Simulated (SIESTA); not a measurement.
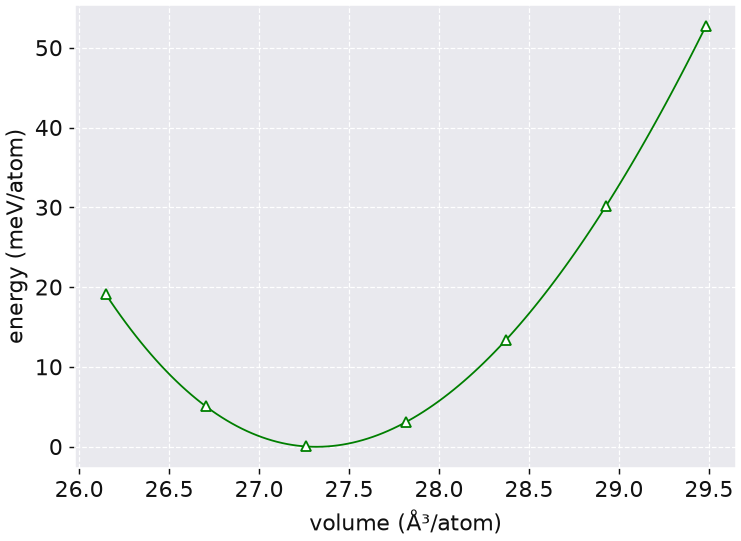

The picture above shows the energy against volume for WS₂, space group P3m1 (No. 156).

Structure:
```
W S
1.0
     3.18295    0.00000    0.00000
    -1.59148    2.75652    0.00000
     0.00000    0.00000   28.53222
W S
3 6
Cartesian
  1.5915 0.9188 12.3933
  1.5915 0.9188 25.2662
  0.0000 0.0000 18.8109
  1.5915 0.9188 17.2513
  0.0000 0.0000 10.8340
  0.0000 0.0000 23.7059
  1.5915 0.9188 20.3706
  0.0000 0.0000 13.9531
  0.0000 0.0000 26.8256
```

How it was computed, with SIESTA 5.4.2: DFT in numerical atomic orbitals with pseudopotentials, no spin polarisation; energies at scaled volumes of the given cell, shape and fractions fixed, counted from the fit's minimum, third-order Birch-Murnaghan fit. Level: LDA.

k mesh 8×8×1; occupations Fermi–Dirac; smearing width 0.05 eV; potentials PseudoDojo 0.4 standard, converted to PSML, two zetas on semicore shells; program settings basis DZP, mesh cutoff 800 Ry.

This calculation gives: equilibrium volume 27.32 Å³/atom and bulk modulus 113 GPa.

Now the level changes from LDA to PBEsol. Predict the effect.

The equilibrium volume rises from 27.32 to 27.86 Å³/atom (+2.0 %) and the bulk modulus falls from 113 to 108 GPa (−4.4 %).

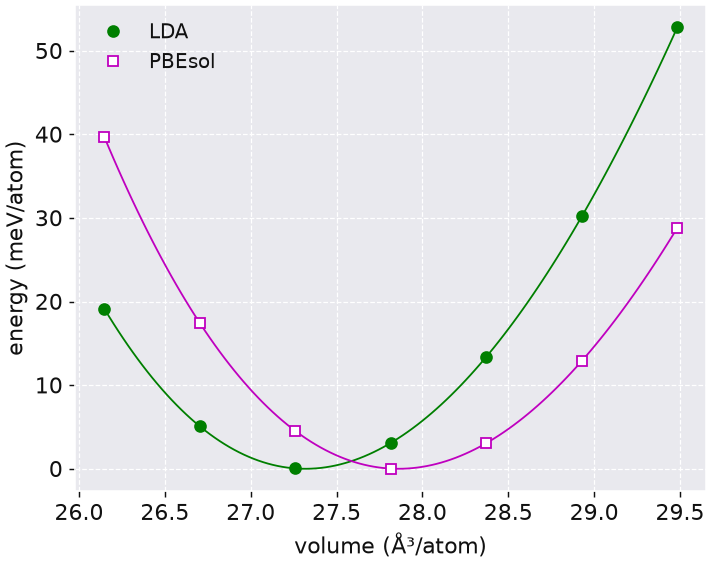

The two results together.

For both, limits of the calculation: mulliken charges of long orbitals; short basis over semicore shells; shape and atomic fractions are frozen while scaling, which makes layered, chain and framework solids too stiff.

V0 and the bulk modulus come from third-order Birch–Murnaghan fits.
